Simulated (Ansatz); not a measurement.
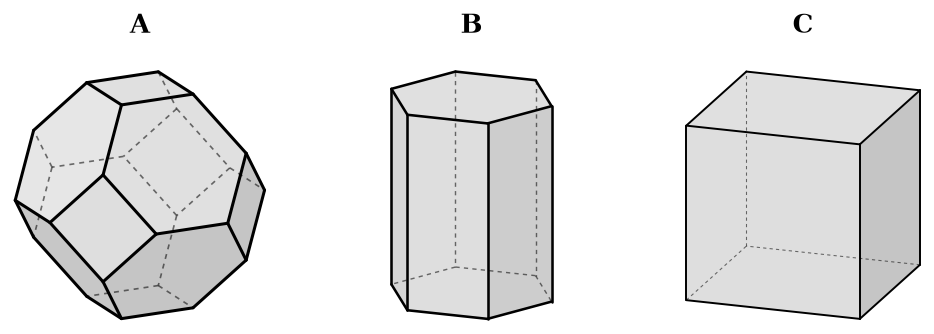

First Brillouin zones computed for the structures below (computed or model cells, partly hypothetical), each scaled to its frame and seen from the same direction (third Cartesian axis up).

### Match each zone to its crystal.
1. Ti, P6/mmm (No. 191), a = 4.58 Å, b = 4.58 Å, c = 2.83 Å, α = 90.00°, β = 90.00°, γ = 120.00°
2. Cu, Fd-3m (No. 227, origin choice 1), a = 5.25 Å, b = 5.25 Å, c = 5.25 Å, α = 90.00°, β = 90.00°, γ = 90.00°
3. Rh, Pm-3n, No. 223, a = 4.84 Å, b = 4.84 Å, c = 4.84 Å, α = 90.00°, β = 90.00°, γ = 90.00°

A is 2 (face-centred cubic, a truncated octahedron); B is 1 (primitive hexagonal, a hexagonal prism); C is 3 (simple cubic, a parallelepiped).
